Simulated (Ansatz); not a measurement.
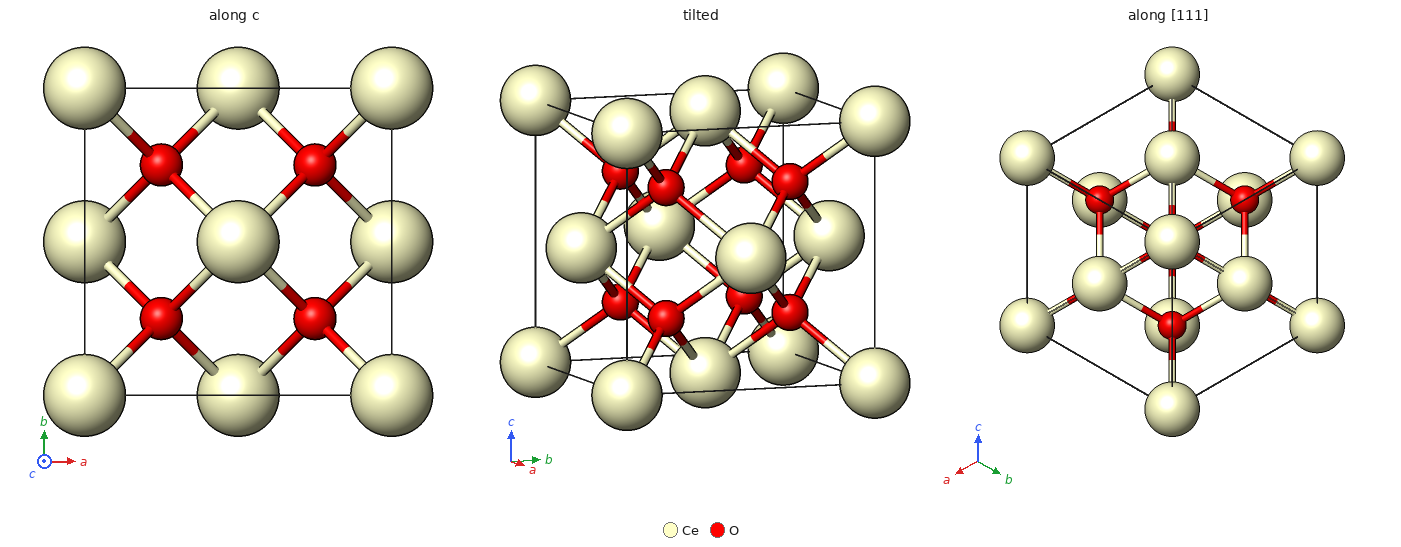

Ball-and-stick representation of a periodic structure, projected along the c axis, slightly off an axis and along [111]. One conventional unit cell is framed, with atoms on its boundary repeated. Cell: a = 5.536 Å, b = 5.536 Å, c = 5.536 Å, α = 90.00°, β = 90.00°, γ = 90.00°.

The structure is one of CeO₂. It takes space group Fm-3m (No. 225) on a face-centred cubic lattice. Prototype: fluorite (CaF₂ type). In the cell are 4 Ce, 8 O, which makes 4 formula units. Each Ce has eight O in a cubic arrangement at about 2.4 Å. Around each O lie four Ce in a tetrahedral arrangement at about 2.4 Å. The bonds build a three-dimensional framework.

Source of the structure: a structure type known for this compound. The cell was then strained or its atoms displaced on purpose. An electronic-structure calculation with Ansatz was run on it.

At this level of theory the cell isn't at rest (stretched, at -6 GPa), so its distances can differ from those at equilibrium, the more so the softer the solid.
